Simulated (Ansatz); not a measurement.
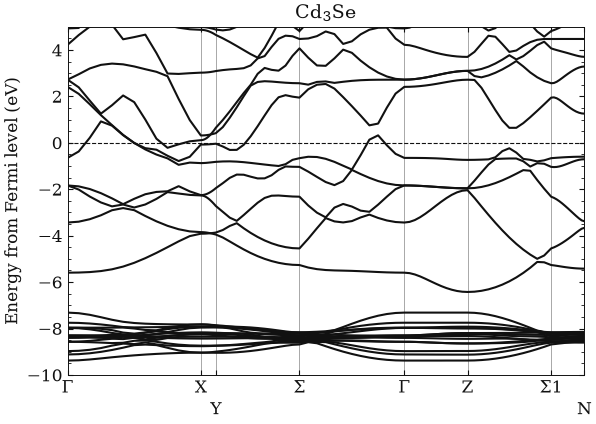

Band structure. Energies are counted from the Fermi level. The path runs straight from each named point to the next.

The material is Cd₃Se, space group I4/mmm, 4 atoms in the primitive cell; a = 4.082 Å, c = 12.174 Å (tetragonal axes).

Computed with Ansatz: LDA, all-electron LAPW, no spin polarisation, no spin-orbit coupling, 9×9×9 k mesh, Fermi-Dirac smearing of 0.05 eV.

### Is there a gap at the Fermi level?

A metal: bands cross the Fermi level along this path.

### Which levels at Γ lie nearest to the Fermi level?

At Γ the nearest levels lie 0.65 eV below and 2.41 eV above the Fermi level.

Spin-orbit coupling is left out, which matters for Se. The cell is at −6 GPa in this functional. The cell comes from a database of computed structures, and whether it is the stable form of this composition wasn't checked. Bands are joined in order of energy, so crossings between the computed points show as kinks or gaps. In reduced coordinates of the cell that was run, X is (−0.5, 0.5, 0), Y is (−0.5, 0.5, −0.056), Σ is (−0.278, 0.278, −0.278), Z is (0.5, 0.5, −0.5), Σ1 is (0.278, 0.722, −0.722) and N is (0, 0.5, −0.5).
